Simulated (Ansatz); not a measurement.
## Nudged elastic band of Mo₈S₁₅ (part 3 of 3)

The same run, continued: Mo₈S₁₅ (defect cell, 23 atoms in the cell); DFT with PBEsol, PAW plane waves, no spin polarisation (Ansatz 0.2.0); cutoff 420 eV, 3×3×3 k-mesh, cold smearing of 0.15 eV. The structure derives from an entry of the Crystallography Open Database.

Geometry of the input (Å; fractional positions):
```
3.1493  1.8183  12.2584
-3.1493  1.8183  12.2584
0.0000  -3.6365  12.2584
Mo 0.0018  -0.0007  -0.0029
S  0.1275  0.1243  0.1236
S  0.2057  0.2056  0.2128
Mo 0.0046  -0.0016  0.4968
S  0.1241  0.1213  0.6284
Mo -0.0029  0.5007  0.0037
S  0.1220  0.6250  0.1301
S  0.2141  0.7051  0.2084
Mo -0.0018  0.5046  0.4978
S  0.1252  0.6210  0.6276
S  0.2114  0.7132  0.7007
Mo 0.4957  -0.0008  0.0051
S  0.6278  0.1260  0.1195
S  0.7096  0.2078  0.2070
Mo 0.5026  0.0022  0.4974
S  0.6254  0.1220  0.6276
S  0.6992  0.2113  0.7141
Mo 0.5017  0.5023  -0.0023
S  0.6219  0.6272  0.1269
S  0.7040  0.7063  0.2149
Mo 0.4935  0.5012  0.5041
S  0.6273  0.6203  0.6295
S  0.7111  0.7116  0.7042
```

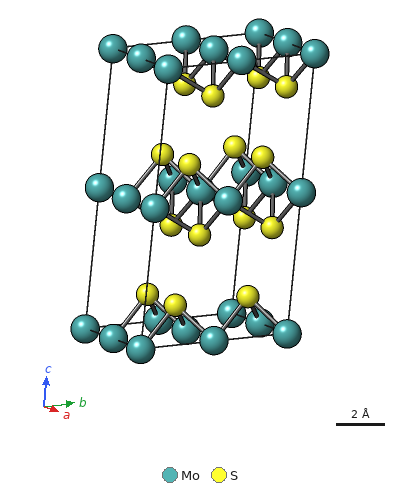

**Figure 1.** The starting structure (ball-and-stick view of the reduced cell, seen slightly off an axis).

**Output, continued**
```
  k-point 2: bands = ["-50.8451", "-50.8228", "-50.7437", "-50.7330", "-50.7324", "-50.6878", "-50.6795", "-50.6655", "-25.1759", "-25.1468", "-25.1192", "-25.1080", "-25.0069", "-24.9858", "-24.9604", "-24.9509", "-24.9342", "-24.9176", "-24.9092", "-24.8988", "-24.8966", "-24.8855", "-24.8851", "-24.8588", "-24.8447", "-24.8348", "-24.8327", "-24.8200", "-24.7449", "-24.7203", "-24.6516", "-24.6498", "-4.0785", "-3.7345", "-3.1820", "-3.0439", "-2.8702", "-2.6464", "-2.5975", "-2.5373", "-2.4071", "-2.3438", "-2.2499", "-2.2311", "-2.2094", "-2.1461", "-0.9168", "3.9604", "4.1618", "4.2708", "4.4614", "4.4865", "4.6131", "4.6473", "4.8276", "4.8874", "4.9898", "5.1786", "5.2846", "5.4803", "5.5440", "5.7245", "5.8647", "6.0112", "6.0786", "6.1850", "6.3035", "6.4317", "6.5032", "6.6749", "6.7046", "6.8025", "7.0161", "7.1368", "7.1621", "7.2601", "7.3740", "7.4317", "7.5176", "7.7293", "7.7637", "7.7765", "7.8048", "7.9250", "7.9840", "8.1171", "8.2091", "8.3955", "8.5093", "8.7886", "8.8766", "8.9860", "9.1668", "9.3369", "9.3794", "9.4205", "9.5030", "9.6936", "9.9076", "9.9470", "10.0932", "10.9235", "11.0484", "11.4815", "11.6155", "11.9263", "12.1091", "12.2466", "12.2885", "12.3099", "12.4869", "12.5074", "12.5905", "12.6058", "12.6929", "12.8472", "12.8952", "12.9322", "12.9971", "13.1595", "13.2258", "13.2532", "13.3900", "13.5017"]
  k-point 13: bands = ["-50.8451", "-50.8228", "-50.7437", "-50.7330", "-50.7324", "-50.6878", "-50.6795", "-50.6655", "-25.1759", "-25.1468", "-25.1192", "-25.1080", "-25.0069", "-24.9858", "-24.9604", "-24.9509", "-24.9343", "-24.9176", "-24.9092", "-24.8988", "-24.8966", "-24.8855", "-24.8851", "-24.8588", "-24.8447", "-24.8348", "-24.8327", "-24.8200", "-24.7449", "-24.7203", "-24.6516", "-24.6498", "-4.0514", "-3.7944", "-3.1658", "-2.9872", "-2.8653", "-2.6503", "-2.6114", "-2.5676", "-2.3996", "-2.3291", "-2.2801", "-2.2435", "-2.2017", "-2.1325", "-0.9166", "4.0516", "4.1653", "4.2612", "4.4607", "4.5069", "4.6246", "4.6539", "4.7802", "4.8604", "4.9167", "5.0560", "5.2693", "5.5059", "5.6243", "5.7095", "5.8111", "5.9924", "6.1416", "6.2644", "6.3643", "6.4261", "6.4938", "6.6368", "6.6883", "6.8307", "7.0077", "7.1417", "7.1628", "7.2859", "7.3735", "7.4555", "7.5163", "7.6939", "7.7558", "7.7732", "7.8072", "7.9165", "8.0209", "8.1593", "8.2036", "8.4081", "8.5472", "8.7412", "8.8260", "8.9557", "9.0448", "9.2424", "9.3926", "9.4697", "9.6221", "9.7320", "9.8650", "9.9722", "10.1165", "10.9304", "11.0402", "11.4861", "11.6333", "11.8550", "12.0917", "12.2362", "12.2896", "12.3251", "12.4613", "12.5127", "12.5608", "12.6481", "12.7459", "12.8521", "12.8846", "13.0003", "13.0327", "13.1485", "13.2148", "13.2766", "13.3349", "13.4702"]
this run last wrote the band of iteration 6 to [file]
--- NEB band (5 images, 6 band iterations, 233 SCF iterations, 67 more in tests of the images' electronic states and relaxations of end points) ---
  forward barrier  = 3.886103 eV
  backward barrier = 3.902883 eV
  lagrangian_above_aufbau_ev (what the smearing adds, to first order; not taken off the barriers): saddle image -0.002617 eV, end points +0.002480 and +0.002507 eV
  climbing image's point = of an order that was not read
  energies are F+E_penalty+E_count in eV, relative to image 0
  image     s (Å)  Δ vs image 0  max|band force component| (eV/Å)
      0    0.0000      0.000000                                 —
      1    1.4834      0.265295                          5.650e-2
  *   2    2.9667      3.886103                          6.040e-2
      3    4.4026      0.253931                          4.767e-2
      4    5.8382     -0.016779                                 —
  climbing-image geometry (image 2):
  cell:  # Å, volume = 421.1672 Å³
    - [3.14930918, 1.81825118, 12.25838811]
    - [-3.14930918, 1.81825118, 12.25838811]
    - [0.0, -3.63651233, 12.25838663]
  atoms:
    - { symbol: Mo, position: [-0.01998417167272294, -0.01970425810143207, 0.06504320707109738] }
    - { symbol: S, position: [0.1719263227978562, 0.17217706816721653, -0.09292367563219486] }
    - { symbol: S, position: [0.23140325261885203, 0.231634836559401, 0.14004004565299974] }
    - { symbol: Mo, position: [0.024799278114590373, 0.025027304544996853, 0.4336164052024396] }
    - { symbol: S, position: [0.09986011554781826, 0.10013807217911647, 0.6967899807639515] }
    - { symbol: Mo, position: [0.022293641947335907, 0.5160677399560052, -0.062052985612083944] }
    - { symbol: S, position: [0.0935970951294226, 0.6088805156952427, 0.19167495992669978] }
    - { symbol: S, position: [0.1921837587651179, 0.6743444983682235, 0.2772231973327763] }
    - { symbol: Mo, position: [-0.019292097589824864, 0.47163850684472647, 0.567580864302504] }
    - { symbol: S, position: [0.14924040735246952, 0.654376275157893, 0.555177535672676] }
    - { symbol: S, position: [0.22164034292810703, 0.7307455887944352, 0.6555046326062526] }
    - { symbol: Mo, position: [0.5158371579998192, 0.022526113571052803, -0.062054270516812865] }
    - { symbol: S, position: [0.6086002551375513, 0.09387598532527258, 0.19167672101893315] }
    - { symbol: S, position: [0.6740648937326833, 0.1924637062043998, 0.2772233719235545] }
    - { symbol: Mo, position: [0.4713595879705306, -0.019013219671820736, 0.5675819102849992] }
    - { symbol: S, position: [0.6541491587956009, 0.14946854803991483, 0.5551766009708627] }
    - { symbol: S, position: [0.7305172954024827, 0.2218708272138057, 0.6555027232496541] }
    - { symbol: Mo, position: [0.4766950432088167, 0.4769739199925713, 0.06332689391285884] }
    - { symbol: S, position: [0.6427839619575795, 0.6430196172075331, 0.06907791866351487] }
    - { symbol: S, position: [0.7348659528212936, 0.7350974136209462, 0.13504158783741] }
    - { symbol: Mo, position: [0.5231611540356076, 0.5233915664432172, 0.4368338212484074] }
    - { symbol: S, position: [0.6059237665503809, 0.6062035047452858, 0.6800759069210492] }
    - { symbol: S, position: [0.6856284414486318, 0.6859049041419973, 0.7715388671984512] }
```

**The last band as extended XYZ (Å, eV, eV/Å)**
```
23
Lattice="3.1493 1.8183 12.2584 -3.1493 1.8183 12.2584 0.0000 -3.6365 12.2584" Properties=species:S:1:pos:R:3:forces:R:3 image=0 energy=-52473.33500
Mo   -0.0010    0.0191    0.0043   -0.0006   0.0000   0.0054
S    -0.0002    0.0007    4.5763    0.0005  -0.0001  -0.0010
S    -0.0002   -0.0054    7.6868    0.0010   0.0000   0.0009
Mo   -0.0001   -1.8214    6.1267    0.0002   0.0005   0.0006
S    -0.0009   -1.8222   10.7309    0.0002   0.0006   0.0024
Mo   -1.5748    0.9060    6.1323    0.0003   0.0007   0.0010
S    -1.6055    0.8879   10.7170    0.0022   0.0018  -0.0022
S    -1.5654    0.9112   13.8125   -0.0019   0.0002  -0.0037
Mo   -1.5554   -0.9244   12.2630   -0.0041   0.0004   0.0031
S    -1.5714   -0.9142   16.8348   -0.0002   0.0002  -0.0020
S    -1.5768   -0.9113   19.9452    0.0006   0.0012   0.0005
Mo    1.5745    0.9060    6.1323   -0.0002  -0.0002   0.0014
S     1.6034    0.8881   10.7168   -0.0012   0.0010  -0.0007
S     1.5635    0.9113   13.8125    0.0014   0.0003  -0.0041
Mo    1.5535   -0.9243   12.2629    0.0032  -0.0004   0.0027
S     1.5712   -0.9141   16.8348   -0.0003  -0.0004  -0.0019
S     1.5764   -0.9111   19.9452   -0.0004   0.0000   0.0004
Mo   -0.0011    1.8149   12.2620    0.0010  -0.0049   0.0015
S    -0.0001    1.8151   16.8364   -0.0008   0.0000  -0.0002
S    -0.0001    1.8153   19.9453   -0.0010  -0.0012   0.0003
Mo   -0.0001   -0.0031   18.3907   -0.0003  -0.0011   0.0021
S    -0.0009    0.0310   22.9754   -0.0002  -0.0002  -0.0013
S    -0.0011   -0.0151   26.0711    0.0006   0.0015  -0.0051
23
Lattice="3.1493 1.8183 12.2584 -3.1493 1.8183 12.2584 0.0000 -3.6365 12.2584" Properties=species:S:1:pos:R:3:forces:R:3 image=1 energy=-52473.06970
Mo   -0.0008   -0.2475    0.1368    0.0000   0.0432  -0.1203
S    -0.0006    0.3280    4.3262    0.0000  -0.3840   0.7461
S    -0.0006    0.2793    7.4977    0.0000  -0.0374   0.0342
Mo   -0.0006   -1.5264    5.9370    0.0000   0.0427  -0.0702
S    -0.0008   -2.0928   10.8677    0.0000   0.0542  -0.0989
Mo   -1.5763    1.1768    5.9488    0.0158  -0.0215   0.0319
S    -1.6068    0.6217   10.8477    0.0133   0.0342  -0.0985
S    -1.5578    0.6574   13.9269   -0.0298   0.0707  -0.0545
Mo   -1.5539   -1.1863   12.3936   -0.0007   0.0365  -0.0703
S    -1.5729   -0.6428   16.6779   -0.0106  -0.0316  -0.0054
S    -1.5950   -0.6418   19.7683    0.0204   0.0172   0.0274
Mo    1.5751    1.1768    5.9488   -0.0158  -0.0215   0.0319
S     1.6053    0.6217   10.8477   -0.0133   0.0342  -0.0985
S     1.5563    0.6574   13.9270    0.0298   0.0707  -0.0545
Mo    1.5523   -1.1863   12.3936    0.0007   0.0365  -0.0703
S     1.5717   -0.6428   16.6779    0.0105  -0.0317  -0.0054
S     1.5939   -0.6418   19.7683   -0.0204   0.0172   0.0274
Mo   -0.0008    1.5611   12.3823    0.0000   0.0456  -0.0526
S    -0.0006    2.0578   16.6763    0.0000   0.0147   0.0212
S    -0.0006    2.0904   19.7709    0.0000  -0.0383   0.0508
Mo   -0.0006    0.2605   18.2336    0.0000  -0.0286  -0.0311
S    -0.0008   -0.2268   23.1036    0.0000   0.0354  -0.0836
S    -0.0008   -0.2646   26.1896    0.0000   0.0416  -0.0563
23
Lattice="3.1493 1.8183 12.2584 -3.1493 1.8183 12.2584 0.0000 -3.6365 12.2584" Properties=species:S:1:pos:R:3:forces:R:3 image=2 energy=-52469.44890
Mo   -0.0009   -0.3087    0.3108    0.0000   0.0075   0.0262
S    -0.0008    0.9636    3.0791    0.0000   0.0109  -0.0758
S    -0.0007    0.3327    7.3928    0.0000   0.0029   0.0565
Mo   -0.0007   -1.4863    5.9262    0.0000  -0.0023  -0.0539
S    -0.0009   -2.1702   10.9932    0.0000   0.0059   0.0406
Mo   -1.5550    1.2045    5.8388   -0.0216   0.0108   0.0198
S    -1.6228    0.5803   10.9609   -0.0168  -0.0092   0.0113
S    -1.5185    0.5674   14.0205   -0.0056  -0.0041  -0.0219
Mo   -1.5461   -1.2415   12.5027    0.0211  -0.0153  -0.0001
S    -1.5908   -0.5577   16.6566    0.0015  -0.0098  -0.0377
S    -1.6033   -0.6521   19.7101    0.0185   0.0215   0.0181
Mo    1.5536    1.2045    5.8388    0.0216   0.0108   0.0198
S     1.6210    0.5802   10.9609    0.0168  -0.0092   0.0113
S     1.5167    0.5674   14.0206    0.0056  -0.0040  -0.0219
Mo    1.5443   -1.2415   12.5027   -0.0211  -0.0153  -0.0001
S     1.5894   -0.5577   16.6566   -0.0016  -0.0099  -0.0377
S     1.6019   -0.6521   19.7101   -0.0185   0.0215   0.0180
Mo   -0.0009    1.5037   12.4667    0.0000   0.0068   0.0174
S    -0.0007    2.0867   16.6087    0.0000   0.0219  -0.0336
S    -0.0007    2.1817   19.6748    0.0000  -0.0255   0.0209
Mo   -0.0007    0.3143   18.1839    0.0000  -0.0189   0.0169
S    -0.0009   -0.2692   23.1954    0.0000   0.0173   0.0158
S    -0.0009   -0.3119   26.2706    0.0000  -0.0143  -0.0097
23
Lattice="3.1493 1.8183 12.2584 -3.1493 1.8183 12.2584 0.0000 -3.6365 12.2584" Properties=species:S:1:pos:R:3:forces:R:3 image=3 energy=-52473.08107
Mo   -0.0010   -0.2771    0.1964    0.0000   0.0135  -0.0556
S    -0.0010    1.4984    1.8267    0.0000   0.3489  -0.7787
S    -0.0009    0.2629    7.5148    0.0000  -0.0661   0.1140
Mo   -0.0008   -1.5395    5.9959    0.0000  -0.0317   0.0394
S    -0.0010   -2.1030   10.9097    0.0000   0.0479  -0.0501
Mo   -1.5605    1.1468    5.9852    0.0038  -0.0481   0.1096
S    -1.5791    0.6254   10.8940    0.0272   0.0183  -0.0490
S    -1.5558    0.6503   13.9843   -0.0469   0.0235   0.0136
Mo   -1.5602   -1.1865   12.4642    0.0081   0.0020   0.0296
S    -1.5731   -0.6573   16.7186    0.0236  -0.0779   0.0261
S    -1.6076   -0.6777   19.7956   -0.0097  -0.0239   0.1025
Mo    1.5588    1.1468    5.9852   -0.0039  -0.0481   0.1095
S     1.5771    0.6254   10.8940   -0.0272   0.0184  -0.0490
S     1.5537    0.6503   13.9843    0.0469   0.0235   0.0136
Mo    1.5582   -1.1865   12.4642   -0.0081   0.0020   0.0296
S     1.5714   -0.6573   16.7186   -0.0236  -0.0779   0.0261
S     1.6059   -0.6777   19.7956    0.0097  -0.0240   0.1024
Mo   -0.0010    1.5567   12.4280    0.0000   0.0190   0.0442
S    -0.0009    2.0416   16.7059    0.0001  -0.0417   0.0652
S    -0.0008    2.1098   19.7902    0.0000  -0.0628   0.1212
Mo   -0.0009    0.2456   18.2582    0.0000  -0.0479   0.0528
S    -0.0010   -0.2501   23.1569    0.0000   0.0001  -0.0317
S    -0.0010   -0.2598   26.2479    0.0000   0.0329   0.0148
23
Lattice="3.1493 1.8183 12.2584 -3.1493 1.8183 12.2584 0.0000 -3.6365 12.2584" Properties=species:S:1:pos:R:3:forces:R:3 image=4 energy=-52473.35178
Mo   -0.0013   -0.0044    0.0212   -0.0005   0.0003   0.0002
S    -0.0013    1.8113    1.5803    0.0000  -0.0001  -0.0003
S    -0.0008   -0.0043    7.6412   -0.0004   0.0000  -0.0033
Mo   -0.0010   -1.8001    6.1093    0.0038   0.0012   0.0057
S    -0.0013   -1.8206   10.7277    0.0003  -0.0002  -0.0005
Mo   -1.5559    0.8936    6.1095    0.0001  -0.0007   0.0045
S    -1.5741    0.9036   10.7276   -0.0004   0.0005  -0.0004
S    -1.5781    0.9060   13.8387    0.0002  -0.0005   0.0003
Mo   -1.5753   -0.9131   12.2852    0.0004   0.0000  -0.0014
S    -1.5664   -0.9083   16.8198    0.0000   0.0014  -0.0035
S    -1.6060   -0.9309   19.9149   -0.0018  -0.0015  -0.0022
Mo    1.5542    0.8935    6.1090   -0.0001  -0.0002   0.0070
S     1.5716    0.9037   10.7276    0.0006   0.0003  -0.0001
S     1.5755    0.9060   13.8387    0.0003  -0.0002  -0.0002
Mo    1.5727   -0.9131   12.2851   -0.0003  -0.0002  -0.0009
S     1.5648   -0.9081   16.8194    0.0000  -0.0009  -0.0034
S     1.6045   -0.9313   19.9147    0.0009  -0.0003  -0.0017
Mo   -0.0013    1.8131   12.2851    0.0000  -0.0003  -0.0015
S    -0.0005    1.8036   16.8195   -0.0011  -0.0004  -0.0027
S    -0.0011    1.8493   19.9148    0.0012   0.0022  -0.0014
Mo   -0.0006   -0.0042   18.3698   -0.0029  -0.0010   0.0049
S    -0.0013   -0.0044   22.9894    0.0000   0.0004   0.0014
S    -0.0013   -0.0044   26.0990    0.0000   0.0000  -0.0004
```

**Key numbers**

| quantity | value |
| --- | --- |
| outcome | converged |
| barrier, forward | 3.886 eV |
| barrier, backward | 3.903 eV |
| electrons treated | 202 |
| wall time | 18 min (CPU time 59 min) |
| peak memory | 3.1 GiB |

**Remarks**

The order of the saddle point was not checked.
